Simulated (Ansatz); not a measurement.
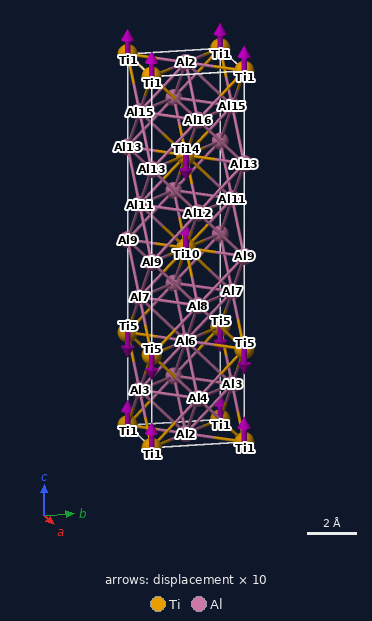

This is a relaxation of an interface cell of composition TiAl3. The starting structure is drawn; purple arrows show the displacements (the part carried along by the change of the cell is left out), magnified 10 times.

Style: ball-and-stick. Shown: the cell of the calculation, slightly off an axis.

Case: antiphase boundary on (0 0 1), shift by [0.5, 0.5, 0] of the cube.

These are results of Ansatz, DFT PBEsol, scalar-relativistic, plane waves, PAW, not measurements.

The input:
```yaml
crystal:
  lattice:
    - [3.9483448106, 0.0, 0.0]
    - [0.0, 3.9483448106, 0.0]
    - [0.0, 0.0, 15.7933792422]
  atoms:
    - { symbol: Ti, position: [0.0, 0.0, 0.0] }
    - { symbol: Al, position: [0.5, 0.5, 0.0] }
    - { symbol: Al, position: [0.5, 0.0, 0.125] }
    - { symbol: Al, position: [0.0, 0.5, 0.125] }
    - { symbol: Ti, position: [0.0, 0.0, 0.25] }
    - { symbol: Al, position: [0.5, 0.5, 0.25] }
    - { symbol: Al, position: [0.5, 0.0, 0.375] }
    - { symbol: Al, position: [0.0, 0.5, 0.375] }
    - { symbol: Al, position: [0.0, 0.0, 0.5] }
    - { symbol: Ti, position: [0.5, 0.5, 0.5] }
    - { symbol: Al, position: [0.5, 0.0, 0.625] }
    - { symbol: Al, position: [0.0, 0.5, 0.625] }
    - { symbol: Al, position: [0.0, 0.0, 0.75] }
    - { symbol: Ti, position: [0.5, 0.5, 0.75] }
    - { symbol: Al, position: [0.5, 0.0, 0.875] }
    - { symbol: Al, position: [0.0, 0.5, 0.875] }
basis:
  ecutwfc: 420
kpoints:
  mp_grid: { grid: [8, 8, 2] }
hamiltonian:
  xc: pbesol
scf:
  occupations: { method: gaussian, width: 0.1 }
output:
  forces: true
  stress: true
  eigenvalues: true
  populations: true
  write_density: true
  write_potential: true
  elf: true
  volumetric_format: npy
relax:
  adjacent_minimum: "off"
  f_tol: 0.02
  max_steps: 45
  cell: { fix: [a, b, alpha, beta, gamma], stress_tol: 0.1 }
```

Command:
```bash
ansatz run input.yaml --threads 4 --pin off --max-ram 11264MiB --backend cpu --events-out ev --progress --plain --runs-dir out
```

Question: Atoms of which element are displaced furthest, and by how much?

Answer: Titanium: up to 0.11 Å, against 0.00 Å for aluminium.

Question: What did the optimiser do to the structure, and how much energy did it gain?

Answer: After 4 accepted moves (5 points after the start) the energy has fallen by 0.528 eV per cell of the calculation. The largest force component goes from 1.4 to 0.0054 eV/Å. Pressure: 0.80 GPa at the start and −3.31 GPa at the end. At 1 point the geometry stayed and the basis and grid were re-selected for the new cell (energy shift of 4.8 meV per cell of the calculation at most each time). The largest moves relative to the cell, 0.11 Å, are those of Ti1, Ti5, Ti10 and Ti14. Ti1 goes along +c. Al stays in place. Cell: a = b unchanged at 3.948 Å, c 15.793 → 16.372 Å (+3.7 %). Volume +3.7 %. Among the contacts that change: Al7–Ti10 2.792 → 2.922 Å, Al11–Al13 2.792 → 2.844 Å, Al11–Ti14 2.792 → 2.767 Å.
